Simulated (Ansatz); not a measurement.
# MoS2: single-point calculation

MoS2 (P-3m1, 3 atoms in the cell), computed with DFT, PBEsol, plane waves, PAW, no spin polarisation (Ansatz 0.2.0).

The structure was built on a prototype by a generator. The geometry comes from this level: r2scan-rvv10.

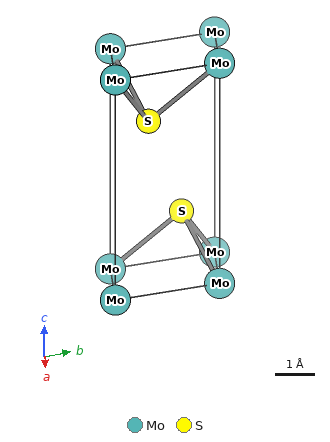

The structure as given in the input (ball-and-stick view of the cell of the calculation, seen at an oblique angle).

**Input**
```yaml
crystal:
  lattice:
    - [3.2202374514, 0.0, 0.0]
    - [-1.6101187257, 2.7888074392, 0.0]
    - [0.0, 0.0, 5.9450268322]
  atoms:
    - { symbol: Mo, position: [0.0, 0.0, 0.0] }
    - { symbol: S, position: [0.3333333333, 0.6666666667, 0.2600310812] }
    - { symbol: S, position: [0.6666666667, 0.3333333333, 0.7399689188] }
kpoints:
  mp_grid: { grid: [6, 6, 4] }
hamiltonian:
  xc: pbesol
scf:
  occupations: { method: fermi_dirac, width: 0.02 }
  n_extra_bands: 4
output:
  forces: true
  stress: true
  eigenvalues: true
  write_density: true
  write_potential: true
  elf: true
  volumetric_format: npy
```

Run on 4 threads of an x86-64 CPU, shared host.

Launch command:
```bash
ansatz run input.yaml --threads 4 --pin off --max-ram 3686MiB --backend cpu --events-out ev --progress --plain --runs-dir out
```

**Log**
```
scf.n_extra_bands = 4 over 13 filled bands (N_el = 26.0): the run solves 17 bands
Engine: ansatz 0.2.0, x86_64-unknown-linux-gnu
Pseudopotentials: kind: paw
Pseudopotential: Mo, paw, valence charge 14, recommended cutoff 420 eV (normal), Mo.paw.azcp
Pseudopotential: S, paw, valence charge 6, recommended cutoff 420 eV (normal), S.paw.azcp
Functional definition: PBEsol
  exchange = pbesol_x
  correlation = pbesol_c
Crystal: 3 atoms, lattice volume = 53.390 Å³
Basis set: ecut = 420 eV, 1063 PW (Γ), exchange–correlation on 48×48×80 points (8 copies of the dense FFT grid, shifted against one another)
Bands: 17, of which v1, the nominal top of the filled ones, is band 13 counted from 1 (12 counted from 0)
Symmetry: 12 space group operations
Space group: P-3m1 (ITA 164), of the structure as read, at distance tolerance 3.8e-5 Å
k-points: 24 of 144
Non-local potential: Mo, projectors of the file, l = 0: 3, l = 1: 2, l = 2: 2, l = 3: 1
Non-local potential: S, projectors of the file, l = 0: 2, l = 1: 2, l = 2: 2
PAW form: soft (Blöchl's): semilocal exchange-correlation on the pseudo side does not see the compensation charge
PAW frozen core: Mo, regenerated for the run's functional, and the local potential with it (the file was generated under x = pbe(κ = 0.804, μ = 0.2195149727645171), c = pbe(β = 0.06672455060314922))
PAW frozen core: S, regenerated for the run's functional, and the local potential with it (the file was generated under x = pbe(κ = 0.804, μ = 0.2195149727645171), c = pbe(β = 0.06672455060314922))
PAW one-centre angular grid: Mo, 590 points (default); XC on 64 Gauss nodes
PAW one-centre angular grid: S, 110 points (default); XC on 64 Gauss nodes
Initial density: superposition of atomic densities (neutral atoms: chi_scale 0, normalization atom), corrected by the library's trained network
Initial wavefunctions: pseudopotential atomic-orbital guess
Functional: x = pbesol(κ = 0.804, μ = 0.12345679012345678), c = pbesol(β = 0.046)
SCF iter   1: F=—  HF=-6669.336597 eV  |F-HF|=—  |Δ(HF+E_count)|=         —  Δρ=6.42e-3  dr2=1.63e-2  ethr=1.77e-3  ⟨swp⟩=6.0  Hψ=2244  notcnv=0
preconditioner: auto → none  [insulator: Δε(μ)=0.227 eV  Ē_g=7.886 eV  σ=0.020 eV  W_gap=0.84  n_scr=10 (ndim 8)  ℏωp=21.6 eV  f_vac=0.008  D(μ)=0.59/eV (n_scr^D=2)  ε∞_Penn≈8.5]
SCF iter   2: F=—  HF=-6669.332717 eV  |F-HF|=—  |Δ(HF+E_count)|=   3.88e-3  Δρ=2.14e-3  dr2=1.73e-3  ethr=6.26e-5  ⟨swp⟩=2.6  Hψ=935  notcnv=0  defer=1
SCF iter   3: F=—  HF=-6669.332763 eV  |F-HF|=—  |Δ(HF+E_count)|=   4.60e-5  Δρ=8.14e-4  dr2=1.90e-4  ethr=6.65e-6  ⟨swp⟩=2.0  Hψ=576  notcnv=0  defer=1
SCF iter   4: F=—  HF=-6669.332808 eV  |F-HF|=—  |Δ(HF+E_count)|=   4.42e-5  Δρ=2.54e-4  dr2=3.72e-5  ethr=7.32e-7  ⟨swp⟩=2.0  Hψ=602  notcnv=0  defer=1
SCF iter   5: F=—  HF=-6669.332770 eV  |F-HF|=—  |Δ(HF+E_count)|=   3.79e-5  Δρ=4.05e-5  dr2=1.07e-6  ethr=1.43e-7  ⟨swp⟩=2.2  Hψ=513  notcnv=0  defer=1
SCF iter   6: F=-6669.332770 eV  HF=-6669.332770 eV  |F-HF|=1.07e-8  |Δ(HF+E_count)|=   1.71e-7  Δρ=5.60e-6  dr2=1.78e-8  ethr=3.85e-10  ⟨swp⟩=10.0  Hψ=2969  notcnv=0
SCF 1 converged in 6 iterations: F = -6669.332770 eV  dr2 = 1.78e-8
  greatest PAW one-centre occupation: 0.999 electrons in one spin orbital (limit 2), on the Mo atom at site 0 (counted from 0), in its partial waves of l = 0
```

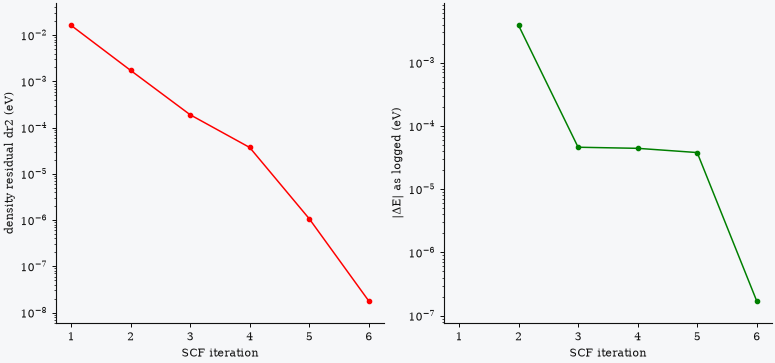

Convergence of the self-consistent field: density residual dr2 and size of the energy change against the SCF iteration. The residual falls at every step.

```
SCF converged after 6 iterations
Free energy (F): -6669.332770 eV
Harris-Foulkes:  -6669.332770 eV  (|F-HF|=1.07e-8)
Internal energy: -6669.331989 eV  (E = F + TS)
E sigma→0 (E₀):  -6669.332380 eV
Entropy (-TS):   -0.000781 eV (-0.260 meV/atom)
Fermi energy:    11.032525 eV
--- Per-component energies (eV) ---
  E_band       = -155.629264
  E_kinetic    = 654.144601
  E_local      = -1843.488250  (includes V_loc(G=0)·N_el)
  E_nonlocal   = 201.580259
  E_hartree    = 694.976690
  E_xc         = -374.626051
  E_vxc        = -403.205018  (∫ρ·V_xc dr)
  E_paw        = -4311.814933  (= ΣΔE_a)
  E_vpaw       = -154.610301  (= ΣTr[D̂ρ^β])
  E_aug_tail   = 0.000039  (compensation charges beyond the density's cutoff)
  E_ewald      = -1690.437543
  E_core_change = 0.333198  (= ΣΔE_core)
  E_smearing   = -0.000781  (= −TS)
  E_closure    = 0.000000  (closes the sum)
  Σ components = -6669.332770   (vs F -6669.332770, Δ=0.00e0)
--- Forces (eV/Å), atoms counted from 1 ---
  atom   1  Mo     0.00000000    -0.00000000     0.00000000
  atom   2  S     -0.00000000     0.00000000    -0.07145786
  atom   3  S     -0.00000000    -0.00000000     0.07145786
  max |Σ_I F_I| component: 9.25e-18 eV/Å
--- Stress (GPa, compression-positive) ---
       -3.719207       0.000000      -0.000000
        0.000000      -3.719207      -0.000000
       -0.000000       0.000000      -0.622770
  P = ⅓ Tr σ = -2.6871 GPa (-26.871 kbar)
--- Band table (eV; the first three rows and the last of 24) ---
  k-point 0: bands = ["-50.6506", "-24.7109", "-24.6741", "-24.6741", "-3.9225", "-2.2062", "4.0605", "7.0006", "7.0006", "9.7070", "9.8702", "10.0845", "10.0845", "10.8074", "10.8074", "14.1505", "14.1505"]
  k-point 1: bands = ["-50.6506", "-24.7110", "-24.6741", "-24.6741", "-3.7715", "-2.4708", "4.5727", "7.0119", "7.0119", "8.2281", "10.0767", "10.0767", "10.7260", "10.7260", "10.8638", "14.3213", "14.3213"]
  k-point 2: bands = ["-50.6506", "-24.7111", "-24.6741", "-24.6741", "-3.5363", "-2.8111", "5.3443", "7.0234", "7.0234", "7.1245", "10.0693", "10.0693", "10.6491", "10.6491", "11.2116", "14.4943", "14.4943"]
  k-point 23: bands = ["-50.6138", "-24.9075", "-24.9075", "-24.6347", "-1.6931", "-1.6931", "5.4032", "5.4032", "5.8999", "7.0600", "7.2417", "7.2417", "11.2710", "11.2710", "11.6878", "14.8758", "14.8758"]
```

**File rho_z.tsv**
```
# z_ang	rho[e/angstrom^3]
# format = ansatz-planar-average/11
# lattice	3.220237451	0.000000000	0.000000000
# lattice	-1.610118726	2.788807439	0.000000000
# lattice	0.000000000	0.000000000	5.945026832
# sites	3
# site	42	0.000000000	0.000000000	0.000000000
# site	16	0.000000000	1.859204959	1.545891755
# site	16	1.610118726	0.929602480	4.399135077
0.000000	1.259966e0
0.148626	1.217321e0
0.297251	1.087564e0
0.445877	8.905193e-1
0.594503	6.899567e-1
0.743128	5.529510e-1
0.891754	4.985268e-1
1.040380	4.918750e-1
1.189005	4.875054e-1
1.337631	4.682498e-1
1.486257	4.416006e-1
1.634882	4.204672e-1
1.783508	4.035250e-1
1.932134	3.750666e-1
2.080759	3.233971e-1
2.229385	2.542312e-1
2.378011	1.846853e-1
2.526636	1.288226e-1
2.675262	9.124446e-2
2.823888	7.031871e-2
2.972513	6.366744e-2
3.121139	7.031871e-2
3.269765	9.124446e-2
3.418390	1.288226e-1
3.567016	1.846853e-1
3.715642	2.542312e-1
3.864267	3.233971e-1
4.012893	3.750666e-1
4.161519	4.035250e-1
4.310144	4.204672e-1
4.458770	4.416006e-1
4.607396	4.682498e-1
4.756021	4.875054e-1
4.904647	4.918750e-1
5.053273	4.985268e-1
5.201898	5.529510e-1
5.350524	6.899567e-1
5.499150	8.905193e-1
5.647775	1.087564e0
5.796401	1.217321e0
```

**File v_z.tsv**
```
# z_ang	v_es[eV]	v_tot[eV]
# format = ansatz-planar-average/11
# xc	pbesol
# density_cutoff_ev	1680
# datasets	Mo=:simpson_from_first_knot:soft:shift=-753884	S=:simpson_from_first_knot:soft:shift=-322627
# lattice	3.220237451	0.000000000	0.000000000
# lattice	-1.610118726	2.788807439	0.000000000
# lattice	0.000000000	0.000000000	5.945026832
# sites	3
# site	42	0.000000000	0.000000000	0.000000000
# site	16	0.000000000	1.859204959	1.545891755
# site	16	1.610118726	0.929602480	4.399135077
0.000000	-7.870384e0	-2.186885e1
0.148626	-7.148789e0	-2.106516e1
0.297251	-5.125918e0	-1.879667e1
0.445877	-2.229058e0	-1.552167e1
0.594503	8.949813e-1	-1.197892e1
0.743128	3.298492e0	-9.229379e0
0.891754	4.181786e0	-8.146840e0
1.040380	3.786290e0	-8.510731e0
1.189005	3.120593e0	-9.323668e0
1.337631	2.821244e0	-9.807389e0
1.486257	2.878520e0	-9.749829e0
1.634882	3.230830e0	-9.096390e0
1.783508	3.981775e0	-7.745117e0
1.932134	5.392977e0	-5.552558e0
2.080759	7.637860e0	-2.495336e0
2.229385	1.029533e1	9.890972e-1
2.378011	1.251544e1	4.067620e0
2.526636	1.389808e1	6.249401e0
2.675262	1.468319e1	7.699826e0
2.823888	1.510084e1	8.554453e0
2.972513	1.522858e1	8.828241e0
3.121139	1.510084e1	8.554453e0
3.269765	1.468319e1	7.699826e0
3.418390	1.389808e1	6.249401e0
3.567016	1.251544e1	4.067620e0
3.715642	1.029533e1	9.890972e-1
3.864267	7.637860e0	-2.495336e0
4.012893	5.392977e0	-5.552558e0
4.161519	3.981775e0	-7.745117e0
4.310144	3.230830e0	-9.096390e0
4.458770	2.878520e0	-9.749829e0
4.607396	2.821244e0	-9.807389e0
4.756021	3.120593e0	-9.323668e0
4.904647	3.786290e0	-8.510731e0
5.053273	4.181786e0	-8.146840e0
5.201898	3.298492e0	-9.229379e0
5.350524	8.949813e-1	-1.197892e1
5.499150	-2.229058e0	-1.552167e1
5.647775	-5.125918e0	-1.879667e1
5.796401	-7.148789e0	-2.106516e1
```

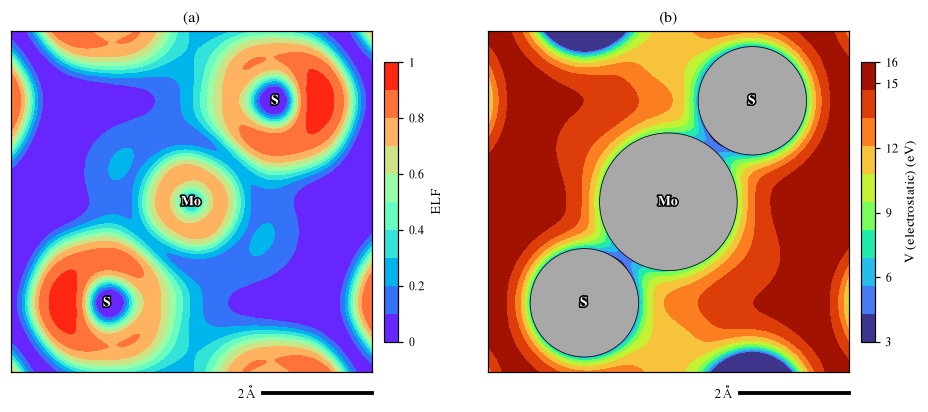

(a) ELF; (b) electrostatic potential (local pseudopotential plus Hartree) felt by an electron on the (110) plane of the conventional cell. Grey discs, where drawn, cover atomic cores. The plane passes through Mo and S nuclei. Mo–S (2.42 Å): the ELF is about 0.40 at the midpoint. The strong features right at Mo lie inside the PAW spheres (semicore, d or f shells) and say nothing about bonding. Outside the cores the potential energy rises away from the atoms and is highest about 2.3 Å from the nearest atoms; outside the discs it spans about 12 eV, and its zero is arbitrary. Core electrons are frozen (PAW), so the fields are smoothed inside the atomic spheres.

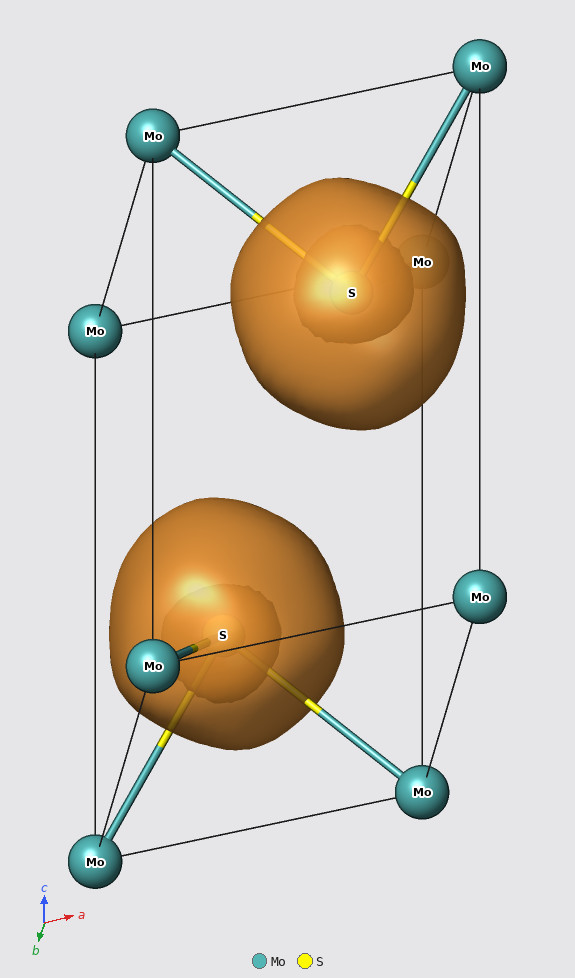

Isosurface of the ELF at 0.7 (orange), seen at an oblique angle. Only the valence region is drawn (cores and ρ < 0.01 e/Å³ removed). Sticks mark near contacts. The outline is the cell set on symmetry axes. Along the contacts the grid gives the following. Mo–S (2.42 Å): the ELF is about 0.40 at the midpoint.

**Summary**

```csv
quantity,value
outcome,converged
space group (tolerance 0.01 Å),P-3m1 (164)
electrons treated,26
free energy,−6669.3328 eV
Fermi energy,11.033 eV
band gap,none (metallic)
pressure,−2.69 GPa
largest force (length of the vector),0.071 eV/Å
wall time,1.5 s (CPU time 3.9 s)
peak memory,0.36 GiB
```
